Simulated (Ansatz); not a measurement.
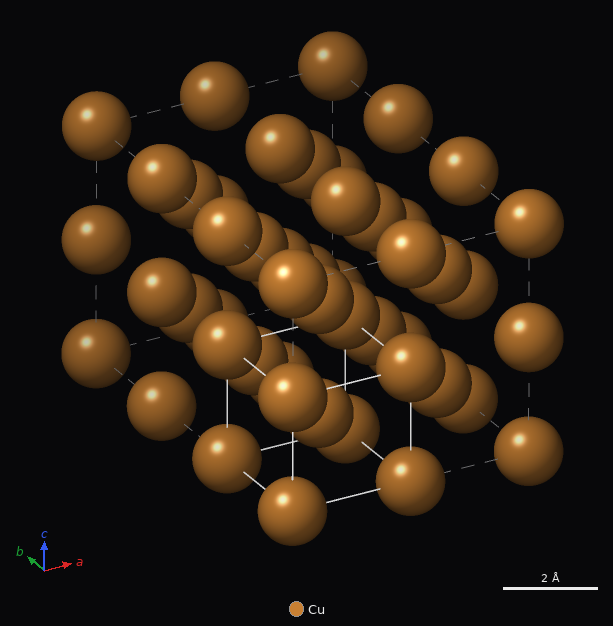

We look at a spheres-only model of the crystal from a general direction. Shown are 2×3×2 repeats of the drawn cell (a repeat of the simulation cell), one of them outlined in solid lines. Cell: a = 2.911 Å, b = 2.890 Å, c = 2.727 Å, α = 90.26°, β = 90.00°, γ = 89.34°.

The element is copper. Strictly the space group is P-1 (No. 2, within 0.01 Å). It is a distorted form of a body-centred cubic structure, space group Im-3m (No. 229) within 0.25 Å: body-centred cubic (W type). The cell holds two atoms.

The model was built from a structure listed in the Materials Project. The cell was then strained or its atoms displaced on purpose. A calculation with Ansatz used it as input.
